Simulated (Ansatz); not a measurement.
## Two runs on GaN

System: GaN (P6₃mc, 4 atoms in the cell).
Method of run A: DFT, PBE, plane waves, PAW, no spin polarisation (Ansatz 0.2.0).

The structure was built on a prototype by a generator. The geometry comes from this level: r2SCAN (a point of a series of strains). Text and figures count atoms from 1; the logs count them from 0 in places.

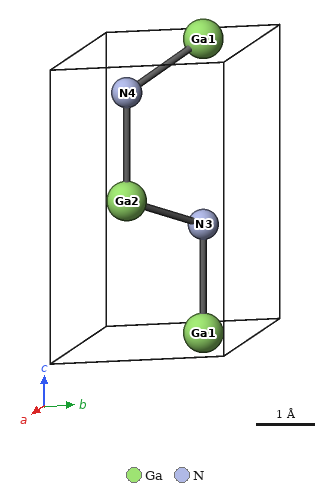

The structure as given in the input (ball-and-stick view of the cell of the calculation, seen slightly off an axis; atoms are numbered from 1 in the order of the input). Near neighbours in the crystal (not all of them lie inside the picture): Ga has 4 N at 1.91 to 1.94 Å; N has 4 Ga at 1.91 to 1.94 Å.

**The input, run A**
```yaml
crystal:
  lattice:
    - [3.0876548948, 0.0, 0.0]
    - [-1.5438274474, 2.6739875771, 0.0]
    - [0.0, 0.0, 5.2583969242]
  atoms:
    - { symbol: Ga, position: [0.3333333333, 0.6666666667, 0.0030403154] }
    - { symbol: Ga, position: [0.6666666667, 0.3333333333, 0.5030403154] }
    - { symbol: "N", position: [0.3333333333, 0.6666666667, 0.3719596846] }
    - { symbol: "N", position: [0.6666666667, 0.3333333333, 0.8719596846] }
kpoints:
  mp_grid: { grid: [12, 12, 6] }
  band_path:
    path:
      - [0.0, 0.0, 0.0]
      - [0.5, 0.0, 0.0]
      - [0.3333333333, 0.3333333333, 0.0]
      - [0.0, 0.0, 0.5]
      - [0.5, 0.0, 0.5]
      - [0.3333333333, 0.3333333333, 0.5]
    npoints: 1
hamiltonian:
  xc: pbe
scf:
  occupations: { method: fermi_dirac, width: 0.02 }
  n_extra_bands: 5
output:
  forces: true
  stress: true
  eigenvalues: true
```

Launched with:
```bash
ansatz run input.yaml --threads 2 --pin off --max-ram 20275MiB --backend cpu --events-out ev --progress --plain --runs-dir out
```

Hardware: 2 threads of AMD EPYC (Zen 3), 144 GiB of memory available, shared host.

**Output, shortened to warnings, some set-up lines, iterations and results (run A)**
```
Basis set: ecut = 420 eV, 845 PW (Γ), exchange–correlation on 48×48×72 points (8 copies of the dense FFT grid, shifted against one another)
Symmetry: 12 space group operations
k-points: 76 of 864 (time reversal used)
Initial density: superposition of atomic densities (neutral atoms: chi_scale 0, normalization atom), corrected by the library's trained network
[...]
SCF iter   1: F=—  HF=-8335.609596 eV  |F-HF|=—  |Δ(HF+E_count)|=         —  Δρ=1.08e-3  dr2=2.38e-4  ethr=1.77e-3  ⟨swp⟩=5.4  Hψ=7382  notcnv=0
SCF iter   2: F=—  HF=-8335.610179 eV  |F-HF|=—  |Δ(HF+E_count)|=   5.83e-4  Δρ=5.35e-4  dr2=4.81e-5  ethr=6.60e-7  ⟨swp⟩=2.1  Hψ=3831  notcnv=0  defer=6
SCF iter   3: F=—  HF=-8335.610331 eV  |F-HF|=—  |Δ(HF+E_count)|=   1.52e-4  Δρ=2.09e-4  dr2=1.00e-5  ethr=1.34e-7  ⟨swp⟩=2.0  Hψ=2939  notcnv=0  defer=6
SCF iter   4: F=—  HF=-8335.610347 eV  |F-HF|=—  |Δ(HF+E_count)|=   1.57e-5  Δρ=5.73e-5  dr2=1.08e-6  ethr=2.78e-8  ⟨swp⟩=2.0  Hψ=3021  notcnv=0  defer=6
SCF iter   5: F=—  HF=-8335.610349 eV  |F-HF|=—  |Δ(HF+E_count)|=   1.79e-6  Δρ=2.07e-5  dr2=1.16e-7  ethr=3.00e-9  ⟨swp⟩=2.4  Hψ=3042  notcnv=0  defer=6
SCF iter   6: F=-8335.610349 eV  HF=-8335.610349 eV  |F-HF|=3.32e-9  |Δ(HF+E_count)|=   2.59e-7  Δρ=4.74e-6  dr2=8.23e-9  ethr=2.78e-10  ⟨swp⟩=6.1  Hψ=7572  notcnv=0
SCF 1 converged in 6 iterations: F = -8335.610349 eV  dr2 = 8.23e-9
NSCF: frozen V_eff on 6 k-points
SCF converged after 6 iterations
Free energy (F): -8335.610349 eV
Harris-Foulkes:  -8335.610349 eV  (|F-HF|=3.32e-9)
Internal energy: -8335.610349 eV  (E = F + TS)
E sigma→0 (E₀):  -8335.610349 eV
Fermi energy:    11.612206 eV
--- Per-component energies (eV) ---
  E_band       = 15.039072
  E_kinetic    = 498.845652
  E_local      = -3820.891503  (includes V_loc(G=0)·N_el)
  E_nonlocal   = 949.070307
  E_hartree    = 1766.118864
  E_xc         = -259.264519
  E_vxc        = -270.494643  (∫ρ·V_xc dr)
  E_paw        = -4240.346242  (= ΣΔE_a)
  E_vpaw       = -873.727759  (= ΣTr[D̂ρ^β])
  E_aug_tail   = -0.000067  (compensation charges beyond the density's cutoff)
  E_ewald      = -3229.142840
  E_smearing   = -0.000000  (= −TS)
  E_closure    = -0.000000  (closes the sum)
  Σ components = -8335.610349   (vs F -8335.610349, Δ=0.00e0)
--- Forces (eV/Å), atoms counted from 1 ---
  atom   1  Ga     0.00000000    -0.00000000     0.04163293
  atom   2  Ga     0.00000000     0.00000000     0.04163293
  atom   3  N     -0.00000000    -0.00000000    -0.04163262
  atom   4  N      0.00000000     0.00000000    -0.04163262
  max |Σ_I F_I| component: 6.21e-7 eV/Å
--- Stress (GPa, compression-positive) ---
       21.104503       0.000000       0.000000
        0.000000      21.104503       0.000000
        0.000000       0.000000       6.850676
  P = ⅓ Tr σ = 16.3532 GPa (163.532 kbar)
```

The input of run B differs as follows (lines with − go, lines with + come):
```diff
-    - [3.0876548948, 0.0, 0.0]
-    - [-1.5438274474, 2.6739875771, 0.0]
-    - [0.0, 0.0, 5.2583969242]
+    - [3.1513178824, 0.0, 0.0]
+    - [-1.5756589412, 2.7291213415, 0.0]
+    - [0.0, 0.0, 5.2080976077]
-    - { symbol: Ga, position: [0.3333333333, 0.6666666667, 0.0030403154] }
-    - { symbol: Ga, position: [0.6666666667, 0.3333333333, 0.5030403154] }
-    - { symbol: "N", position: [0.3333333333, 0.6666666667, 0.3719596846] }
-    - { symbol: "N", position: [0.6666666667, 0.3333333333, 0.8719596846] }
+    - { symbol: Ga, position: [0.3333333333, 0.6666666667, 0.0003478194] }
+    - { symbol: Ga, position: [0.6666666667, 0.3333333333, 0.5003478194] }
+    - { symbol: "N", position: [0.3333333333, 0.6666666667, 0.3746521806] }
+    - { symbol: "N", position: [0.6666666667, 0.3333333333, 0.8746521806] }
```

How does run B compare with run A?

With the same functional and potentials, run B lies 39.7 meV per atom lower. The gap on the mesh goes from 2.01 to 1.98 eV. The pressure goes from 16.35 to 9.37 GPa. The largest force goes from 0.042 to 0.017 eV/Å. The volume per atom goes from 10.85 to 11.20 Å³. The number of SCF iterations is the same. The plane waves at Γ go from 845 to 881.

**Output, shortened to warnings, some set-up lines, iterations and results (run B)**
```
Basis set: ecut = 420 eV, 881 PW (Γ), exchange–correlation on 48×48×72 points (8 copies of the dense FFT grid, shifted against one another)
Symmetry: 12 space group operations
k-points: 76 of 864 (time reversal used)
Initial density: superposition of atomic densities (neutral atoms: chi_scale 0, normalization atom), corrected by the library's trained network
[...]
SCF iter   1: F=—  HF=-8335.768318 eV  |F-HF|=—  |Δ(HF+E_count)|=         —  Δρ=8.74e-4  dr2=1.95e-4  ethr=1.77e-3  ⟨swp⟩=5.4  Hψ=7296  notcnv=0
SCF iter   2: F=—  HF=-8335.768965 eV  |F-HF|=—  |Δ(HF+E_count)|=   6.47e-4  Δρ=4.13e-4  dr2=2.82e-5  ethr=5.41e-7  ⟨swp⟩=2.1  Hψ=3826  notcnv=0  defer=4
SCF iter   3: F=—  HF=-8335.769088 eV  |F-HF|=—  |Δ(HF+E_count)|=   1.23e-4  Δρ=1.92e-4  dr2=7.41e-6  ethr=7.84e-8  ⟨swp⟩=2.0  Hψ=2913  notcnv=0  defer=5
SCF iter   4: F=—  HF=-8335.769114 eV  |F-HF|=—  |Δ(HF+E_count)|=   2.65e-5  Δρ=5.37e-5  dr2=8.87e-7  ethr=2.06e-8  ⟨swp⟩=2.0  Hψ=3009  notcnv=0  defer=5
SCF iter   5: F=-8335.769117 eV  HF=-8335.769117 eV  |F-HF|=2.39e-7  |Δ(HF+E_count)|=   2.23e-6  Δρ=1.81e-5  dr2=8.84e-8  ethr=2.46e-9  ⟨swp⟩=2.0  Hψ=3030  notcnv=0  defer=5
SCF iter   6: F=-8335.769117 eV  HF=-8335.769117 eV  |F-HF|=4.12e-9  |Δ(HF+E_count)|=   2.57e-7  Δρ=3.86e-6  dr2=5.65e-9  ethr=2.45e-10  ⟨swp⟩=4.2  Hψ=7396  notcnv=0
SCF 1 converged in 6 iterations: F = -8335.769117 eV  dr2 = 5.65e-9
NSCF: frozen V_eff on 6 k-points
SCF converged after 6 iterations
Free energy (F): -8335.769117 eV
Harris-Foulkes:  -8335.769117 eV  (|F-HF|=4.12e-9)
Internal energy: -8335.769117 eV  (E = F + TS)
E sigma→0 (E₀):  -8335.769117 eV
Fermi energy:    11.026974 eV
--- Per-component energies (eV) ---
  E_band       = -0.450597
  E_kinetic    = 496.224689
  E_local      = -3872.335477  (includes V_loc(G=0)·N_el)
  E_nonlocal   = 948.927174
  E_hartree    = 1785.212719
  E_xc         = -258.291529
  E_vxc        = -269.206431  (∫ρ·V_xc dr)
  E_paw        = -4240.650341  (= ΣΔE_a)
  E_vpaw       = -874.486420  (= ΣTr[D̂ρ^β])
  E_aug_tail   = 0.000099  (compensation charges beyond the density's cutoff)
  E_ewald      = -3194.856452
  E_smearing   = -0.000000  (= −TS)
  E_closure    = 0.000000  (closes the sum)
  Σ components = -8335.769117   (vs F -8335.769117, Δ=0.00e0)
--- Forces (eV/Å), atoms counted from 1 ---
  atom   1  Ga     0.00000000    -0.00000000     0.01741975
  atom   2  Ga    -0.00000000     0.00000000     0.01741975
  atom   3  N     -0.00000000    -0.00000000    -0.01742852
  atom   4  N     -0.00000000     0.00000000    -0.01742852
  max |Σ_I F_I| component: 1.75e-5 eV/Å
--- Stress (GPa, compression-positive) ---
       10.828838      -0.000000      -0.000000
       -0.000000      10.828838       0.000000
       -0.000000       0.000000       6.444612
  P = ⅓ Tr σ = 9.3674 GPa (93.674 kbar)
```

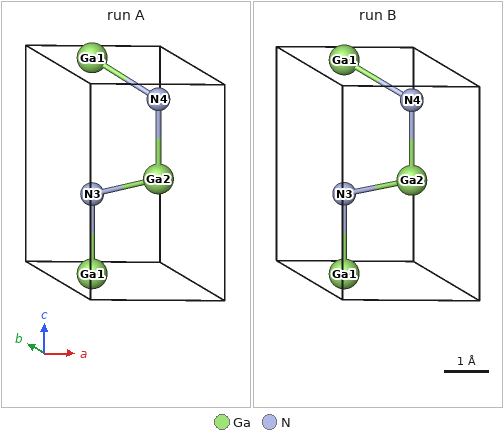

The two input geometries at one scale (ball-and-stick view of the cell of the calculation, seen at an oblique angle). The largest moves relative to the cell, 0.014 Å, are those of Ga1, Ga2, N3 and N4. Largest moves by element: N 0.014 Å, Ga 0.014 Å. (The mean shift of all atoms is removed.) Cell: a = b 3.088 → 3.151 Å (+2.1 %), c 5.258 → 5.208 Å (−1.0 %). Volume +3.2 %. Among the contacts that change: Ga1–N4 1.911 → 1.934 Å, Ga1–N3 1.940 → 1.949 Å.

**The two runs side by side**

| quantity | run A | run B |
| --- | --- | --- |
| outcome | converged | converged |
| free energy per atom (eV) | −2083.9026 | −2083.9423 |
| gap on the mesh (eV) | 2.01 | 1.98 |
| pressure (GPa) | 16.35 | 9.37 |
| volume per atom (Å³) | 10.85 | 11.20 |
| largest force (eV/Å) | 0.042 | 0.017 |
| SCF iterations | 6 | 6 |
| irreducible k-points | 76 | 76 |
| plane waves at Γ | 845 | 881 |
| wall time (shared host) | 2.7 s | 2.9 s |

For run B: The cell is under a pressure of 9.4 GPa at this level, so it is not at its equilibrium volume.
